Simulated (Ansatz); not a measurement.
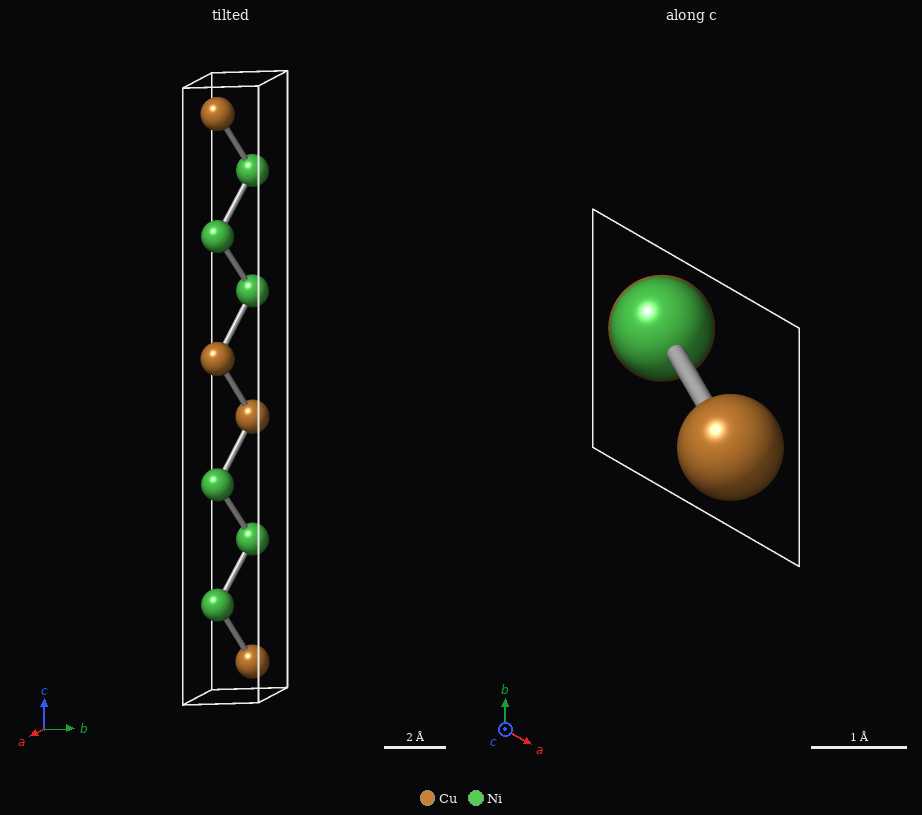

Ball-and-stick representation of a periodic structure, projected slightly off an axis and along the c axis. The wireframe shows the conventional unit cell. Cell: a = 2.51 Å, b = 2.51 Å, c = 20.72 Å, α = 90.00°, β = 90.00°, γ = 120.00°.

The cell started as a structure type filled with these elements by a generator (whether the compound takes this form wasn't checked). Earlier steps of the study, as a rule a relaxation of our own, may have changed the cell and positions, so they can lie some per cent off the listed ones. It was run through Ansatz as a DFT input.

Q: Describe the arrangement of the atoms.

A: Its composition is Cu₂Ni₃. It belongs to space group P6_3/mmc (No. 194) and has a primitive hexagonal lattice. Atoms per cell: 10 (4 Cu, 6 Ni). Around each Cu lie nine Cu and three Ni in an anticuboctahedral arrangement (about 2.5 to 2.6 Å to Cu, 2.5 Å to Ni). Ni takes two kinds of site: 4f with nine Ni and three Cu in an anticuboctahedral arrangement (about 2.5 Å to Ni, 2.5 Å to Cu); 2c with twelve Ni in an anticuboctahedral arrangement at about 2.5 Å. The bonds build a three-dimensional framework.

The calculation: Ansatz, DFT PBEsol, scalar-relativistic, plane waves, PAW, with 420 eV cutoff, 18×18×2 k-points, Gaussian smearing of 0.1 eV, collinear spins.

Q: Which atoms carry magnetic moments in this run, and how do they order?

A: The state reached is ferromagnetic. Sizes: Ni 0.5 to 0.7 μB; net moment 3.0 μB in the run's cell of 10 atoms.

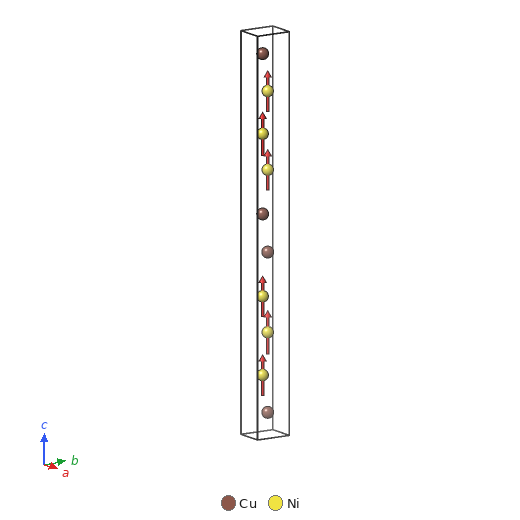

Site moments above 0.25 μB as arrows, small induced ones on non-metal atoms left out (red along the largest or up, blue against, purple across). The run's cell of 10 atoms is drawn.

Q: How large a gap does the method give, if there is one?

A: A metal: bands cross the Fermi level.

Q: Predict the Bader charges.

A: Cu +0.02 e; Ni -0.02 to +0.01 e.

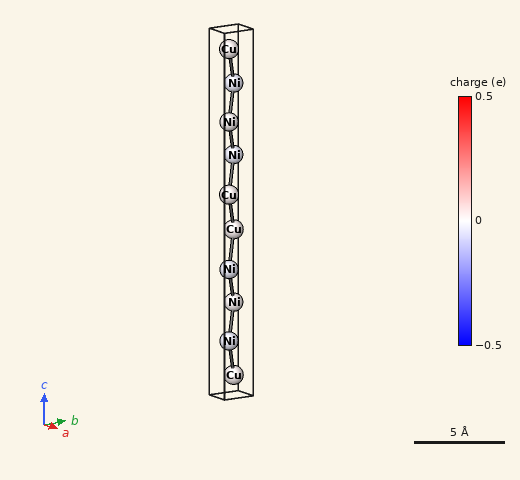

The atoms coloured by those charges. The run's cell of 10 atoms is drawn.

Q: Does this geometry sit at a stationary point of the energy?

A: No. The largest force is 0.04 eV/Å, on Ni. The pressure is -9.1 GPa, so the cell would contract.
